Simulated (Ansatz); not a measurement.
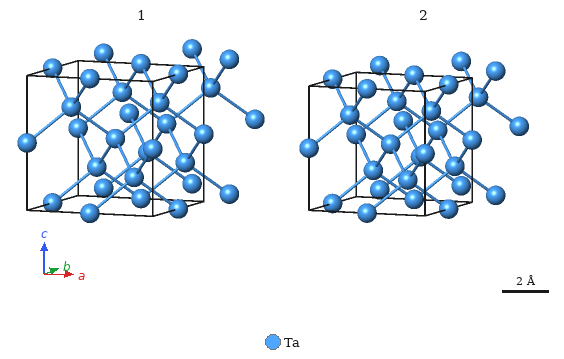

Two geometries of a crystal of Ta (built on the diamond_227 type) (coarse preliminary run), drawn at one scale. One is the start of a relaxation, the other its converged end. The picture is a ball-and-stick view of the conventional cell (4 times the calculation's cell), repeated 1 × 2 × 1 with one cell outlined, seen slightly off an axis. Lengths and directions refer to the drawn axes.

Level of theory: DFT PBEsol, scalar-relativistic, plane waves, PAW in Ansatz. Settings: plane-wave cutoff 420 eV; k-point mesh 6 × 6 × 6; occupations gaussian; smearing width 0.1 eV; no spin polarisation; cell and atoms relaxed; force threshold 0.04 eV/Å; at most 70 steps.

Which of the two is the end point?

Structure 1 is the relaxed one. Case: diamond type (Fd-3m, No. 227). No atom moves by more than 0.005 Å relative to the cell. Cell: a = b = c 5.529 → 5.994 Å (+8.4 %). Volume +27.4 %. Near-neighbour distances that change, for instance: Ta–Ta 2.394 → 2.595 Å. The space group stays Fd-3m (No. 227). Over 3 accepted moves (4 points after the start) the energy falls by 434 meV per atom. All forces vanish by symmetry, so only the cell relaxes. The pressure goes from 28.64 to 0.28 GPa. At 1 point the geometry stayed and the basis and grid were re-selected for the new cell (energy shift of 2.7 meV per atom at most each time). The run took roughly 2.6 core-seconds on a shared host.
